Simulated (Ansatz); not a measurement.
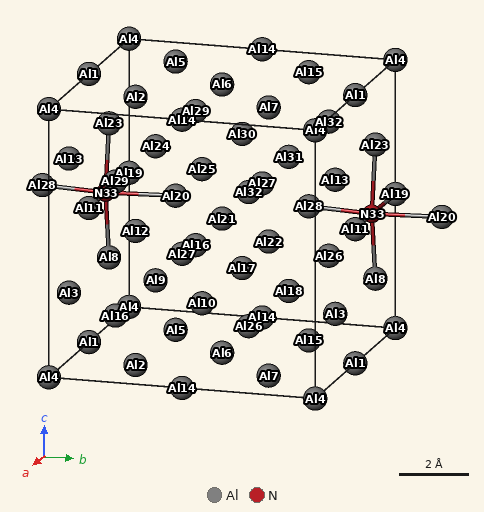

This is the input geometry for a relaxation of a defect cell of composition Al32N. Style: ball-and-stick. Shown: the cell of the calculation, slightly off an axis.

It is an interstitial N in fcc Al. The run prepares an end point of a later path (interstitial hop) calculation, from a guessed geometry.

The calculation used DFT LDA, scalar-relativistic, plane waves, PAW (Ansatz).

Input
```yaml
crystal:
  lattice:
    - [8.1, 0.0, 0.0]
    - [0.0, 8.1, 0.0]
    - [0.0, 0.0, 8.1]
  atoms:
    - { symbol: Al, position: [0.5, 0.0, 0.0] }
    - { symbol: Al, position: [0.75, 0.25, 0.0] }
    - { symbol: Al, position: [0.75, 0.0, 0.25] }
    - { symbol: Al, position: [0.0, 0.0, 0.0] }
    - { symbol: Al, position: [0.25, 0.25, 0.0] }
    - { symbol: Al, position: [0.5, 0.5, 0.0] }
    - { symbol: Al, position: [0.75, 0.75, 0.0] }
    - { symbol: Al, position: [0.25, 0.0, 0.25] }
    - { symbol: Al, position: [0.5, 0.25, 0.25] }
    - { symbol: Al, position: [0.75, 0.5, 0.25] }
    - { symbol: Al, position: [0.5, 0.0, 0.5] }
    - { symbol: Al, position: [0.75, 0.25, 0.5] }
    - { symbol: Al, position: [0.75, 0.0, 0.75] }
    - { symbol: Al, position: [0.0, 0.5, 0.0] }
    - { symbol: Al, position: [0.25, 0.75, 0.0] }
    - { symbol: Al, position: [0.0, 0.25, 0.25] }
    - { symbol: Al, position: [0.25, 0.5, 0.25] }
    - { symbol: Al, position: [0.5, 0.75, 0.25] }
    - { symbol: Al, position: [0.0, 0.0, 0.5] }
    - { symbol: Al, position: [0.25, 0.25, 0.5] }
    - { symbol: Al, position: [0.5, 0.5, 0.5] }
    - { symbol: Al, position: [0.75, 0.75, 0.5] }
    - { symbol: Al, position: [0.25, 0.0, 0.75] }
    - { symbol: Al, position: [0.5, 0.25, 0.75] }
    - { symbol: Al, position: [0.75, 0.5, 0.75] }
    - { symbol: Al, position: [0.0, 0.75, 0.25] }
    - { symbol: Al, position: [0.0, 0.5, 0.5] }
    - { symbol: Al, position: [0.25, 0.75, 0.5] }
    - { symbol: Al, position: [0.0, 0.25, 0.75] }
    - { symbol: Al, position: [0.25, 0.5, 0.75] }
    - { symbol: Al, position: [0.5, 0.75, 0.75] }
    - { symbol: Al, position: [0.0, 0.75, 0.75] }
    - { symbol: "N", position: [0.2602119, -0.0101926, 0.4938337] }
basis:
  ecutwfc: 420.0
kpoints:
  mp_grid: { grid: [3, 3, 3] }
hamiltonian:
  xc: lda
scf:
  occupations: { method: gaussian, width: 0.15 }
  lower_state_search: "off"
relax:
  f_tol: 0.03
  max_steps: 60
  adjacent_minimum: "off"
```

Command:
```bash
ansatz run input.yaml --threads 4 --pin off --max-ram 10240MiB --backend cpu --events-out ev --progress --plain --runs-dir out
```

Q: Where does the relaxation end?

A: After 3 geometry steps the energy has fallen by 82.4 meV per cell of the calculation. Largest force component: 0.67 eV/Å at the start, 0.0078 eV/Å at the end. The largest move is that of N33, 0.11 Å along [−2 2 1]. Largest moves by element: N 0.11 Å, Al 0.04 Å. The cell stays as it was. Near-neighbour distances that change, for instance: Al11–N33 1.945 → 2.052 Å, Al8–N33 1.979 → 2.056 Å, Al19–N33 2.110 → 2.064 Å, Al23–N33 2.078 → 2.060 Å. Bond angles that change, for instance: Al8–N33–Al23 173.4° → 179.3°, Al11–N33–Al19 174.5° → 179.5°, Al11–N33–Al28 94.8° → 90.5°. The run took 27 s on 4 threads of Intel(R) Xeon(R) Platinum 8488C (Sapphire Rapids), with other jobs on the host, peak memory 1.4 GiB.

Final geometry:

```
Al N
1.0
     8.10000    0.00000    0.00000
     0.00000    8.10000    0.00000
     0.00000    0.00000    8.10000
Al N
32 1
Direct
  0.50230 0.99985 0.99987
  0.75028 0.24964 0.99982
  0.75017 0.99985 0.24775
  0.99820 0.99984 0.99986
  0.25016 0.25180 0.99986
  0.50000 0.49966 0.99979
  0.75034 0.75000 0.99979
  0.25034 0.99966 0.24563
  0.50128 0.25111 0.24872
  0.75035 0.49965 0.25005
  0.50476 0.99968 0.49978
  0.75020 0.25181 0.49988
  0.75019 0.99984 0.75192
  0.00036 0.49972 0.99982
  0.25015 0.74770 0.99987
  0.99924 0.25076 0.24900
  0.25015 0.49983 0.24775
  0.50165 0.74835 0.24836
  0.99657 0.99967 0.49978
  0.25033 0.25343 0.49978
  0.50233 0.49983 0.49988
  0.75017 0.74767 0.49988
  0.25034 0.99966 0.75369
  0.50116 0.25096 0.75095
  0.75032 0.49968 0.74970
  0.99889 0.74872 0.24872
  0.99819 0.49980 0.49988
  0.25033 0.74524 0.49978
  0.99936 0.25064 0.75068
  0.25016 0.49981 0.75192
  0.50149 0.74851 0.75130
  0.99904 0.74884 0.75095
  0.25140 0.99861 0.49940
```

The end point in the same view:

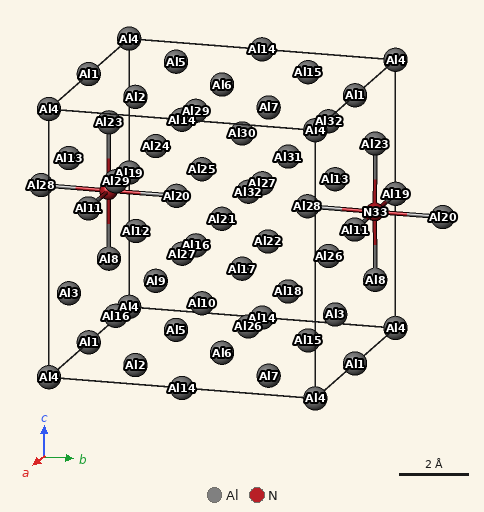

Limits of the set-up: the cell has an odd number of electrons but was run without spin polarisation; the periodic images lie only 8.1 Å apart, so the values are limited by the cell's size.
